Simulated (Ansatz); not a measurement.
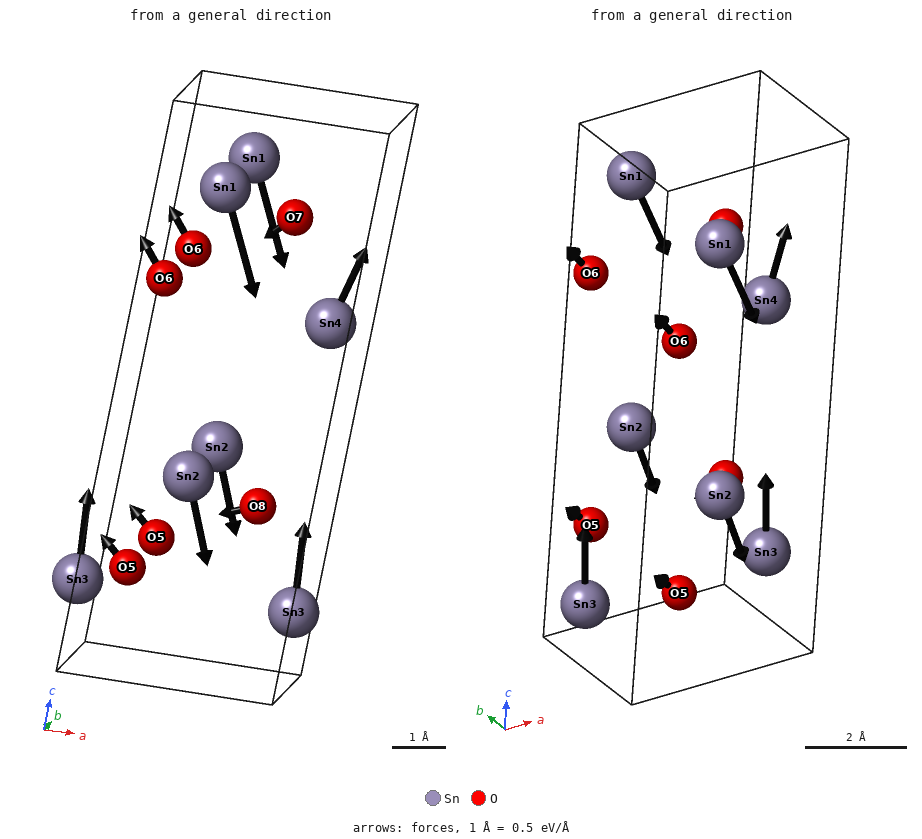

An orthographic spheres-only view of the structure, from two general directions. One simulation cell is framed, with atoms on its boundary repeated. The arrows are the computed forces on the atoms.

System: SnO. Method used: DFT r2SCAN, scalar-relativistic, plane waves, PAW (Ansatz). It ran with 500 eV cutoff, a 6×8×3 k-point mesh, Gaussian smearing of 0.05 eV, no spin polarisation.

### Are the atoms in equilibrium?

No. The atoms still feel forces of up to about 0.88 eV/Å, far above a usual threshold of 0.01 to 0.03 eV/Å.

### On which atom is the force largest?

Sn1, about 0.88 eV/Å.

The structure was taken from a structure listed in the Materials Project. The cell was then strained or its atoms displaced on purpose. It was the input of a calculation with Ansatz.
